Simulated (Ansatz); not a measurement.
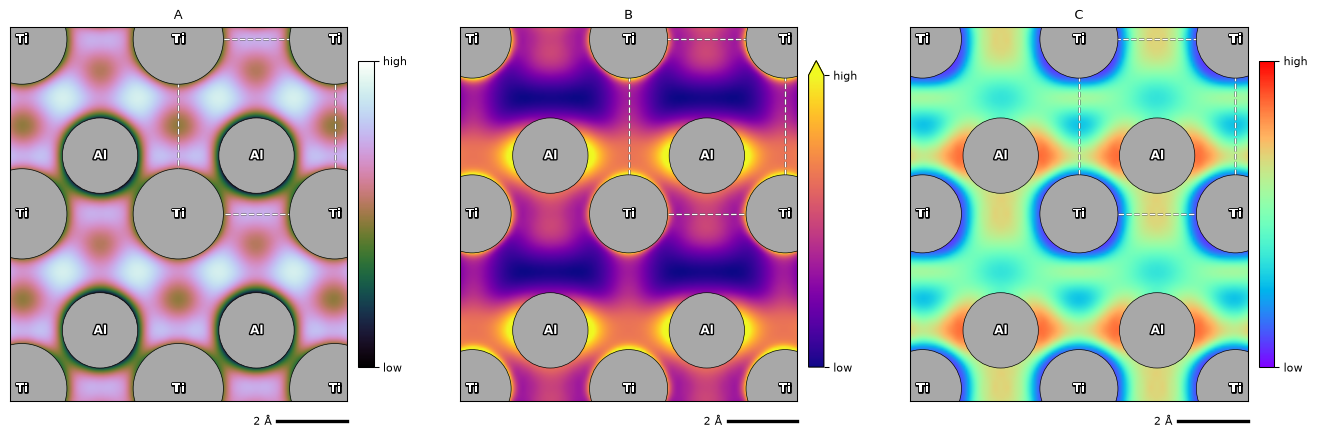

TiAl: 3 fields on the (110) plane of the conventional cell, with unlabelled colour scales. Grey discs cover the atomic cores.

Space group P-6m2; a structure from a database of computed crystals, not necessarily the ambient phase; computed without spin polarisation.

The calculation used DFT r2SCAN, scalar-relativistic, plane waves, PAW (Ansatz 0.2.0).

Q: The panels show electron localisation function, electrostatic potential energy of an electron and valence pseudo-density in some order. Assign them.

A: Panel A: electrostatic potential energy of an electron (low next to the atoms, rising into the space between them). Panel B: valence pseudo-density. Panel C: electron localisation function. From the grid: Ti–Al (2.81 Å): the density is about 0.21 e/Å³ at the midpoint; the ELF is about 0.40 at the midpoint.
